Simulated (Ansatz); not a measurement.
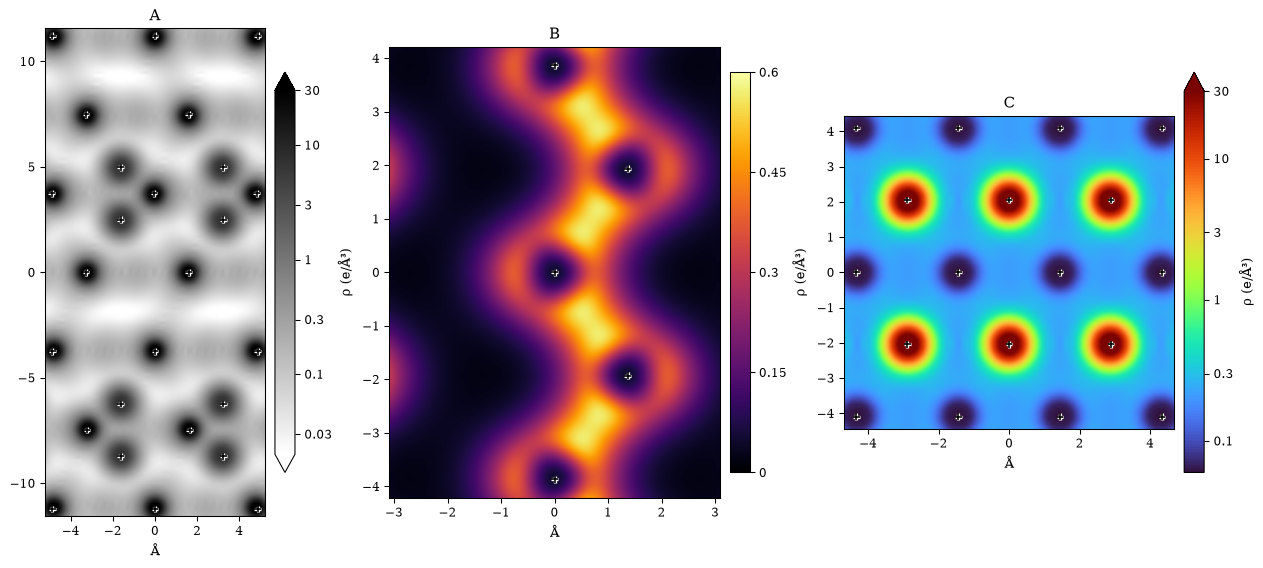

The valence charge density (pseudo) of 3 systems, each on a plane through atoms (crosses mark nuclei in the plane).

Method: Ansatz 0.2.0, DFT PBE, scalar-relativistic, plane waves, PAW.

System 1: Ga3O2, the (100) plane of the conventional cell. Space group R-3c; started from the corundum_167 prototype, which need not be the ambient phase.

```cif
data_structure
_symmetry_space_group_name_H-M 'P 1'
_symmetry_Int_Tables_number 1
_cell_length_a 4.8672
_cell_length_b 4.8672
_cell_length_c 22.4487
_cell_angle_alpha 90.000
_cell_angle_beta 90.000
_cell_angle_gamma 120.000
_cell_volume 460.55
loop_
_atom_site_label
_atom_site_type_symbol
_atom_site_fract_x
_atom_site_fract_y
_atom_site_fract_z
_atom_site_occupancy
Ga1 Ga 0.32767 0.00000 0.25000 1
Ga2 Ga 0.99434 0.33333 0.58333 1
Ga3 Ga 0.66101 0.66667 0.91667 1
Ga4 Ga 0.00000 0.32767 0.25000 1
Ga5 Ga 0.66667 0.66101 0.58333 1
Ga6 Ga 0.33333 0.99434 0.91667 1
Ga7 Ga 0.67233 0.67233 0.25000 1
Ga8 Ga 0.33899 0.00566 0.58333 1
Ga9 Ga 0.00566 0.33899 0.91667 1
Ga10 Ga 0.33899 0.33333 0.08333 1
Ga11 Ga 0.00566 0.66667 0.41667 1
Ga12 Ga 0.67233 0.00000 0.75000 1
Ga13 Ga 0.66667 0.00566 0.08333 1
Ga14 Ga 0.33333 0.33899 0.41667 1
Ga15 Ga 0.00000 0.67233 0.75000 1
Ga16 Ga 0.99434 0.66101 0.08333 1
Ga17 Ga 0.66101 0.99434 0.41667 1
Ga18 Ga 0.32767 0.32767 0.75000 1
O1 O 0.00000 0.00000 0.30533 1
O2 O 0.66667 0.33333 0.63866 1
O3 O 0.33333 0.66667 0.97200 1
O4 O 0.00000 0.00000 0.19467 1
O5 O 0.66667 0.33333 0.52800 1
O6 O 0.33333 0.66667 0.86134 1
O7 O 0.66667 0.33333 0.02800 1
O8 O 0.33333 0.66667 0.36134 1
O9 O 0.00000 0.00000 0.69467 1
O10 O 0.66667 0.33333 0.13866 1
O11 O 0.33333 0.66667 0.47200 1
O12 O 0.00000 0.00000 0.80533 1
```

System 2: AlNi, the (101̄) plane of the standardised cell. Space group P4/mmm; a structure from a database of computed crystals, not necessarily the ambient phase; computed without spin polarisation.

```xyz
2
Lattice="2.0428 -2.0428 0.0000 2.0428 2.0428 0.0000 0.0000 0.0000 2.9011" Properties=species:S:1:pos:R:3 pbc="T T T"
Al    0.0000    0.0000    0.0000
Ni    2.0428    0.0000    1.4506
```

System 3: Si, the (110) plane of the conventional cell. Space group Fd-3m; a structure from a database of computed crystals, not necessarily the ambient phase.

```xyz
8
Lattice="5.4701 0.0000 0.0000 0.0000 5.4701 0.0000 0.0000 0.0000 5.4701" Properties=species:S:1:pos:R:3 pbc="T T T"
Si    1.3675    1.3675    1.3675
Si    4.1026    4.1026    1.3675
Si    4.1026    1.3675    4.1026
Si    1.3675    4.1026    4.1026
Si    0.0000    0.0000    0.0000
Si    2.7350    2.7350    0.0000
Si    2.7350    0.0000    2.7350
Si    0.0000    2.7350    2.7350
```

### Match each panel to its system.

Panel A is system 1, Ga3O2: the plane holds Ga and O. Ga–O (2.02 Å): ρ at the midpoint is about 0.58 e/Å³. Panel B is system 3, Si: the plane holds Si. Si–Si (2.37 Å): the density is about 0.56 e/Å³ at the midpoint. Panel C is system 2, AlNi: the plane holds Al and Ni. Al–Ni (2.51 Å): the density is about 0.29 e/Å³ at the midpoint.
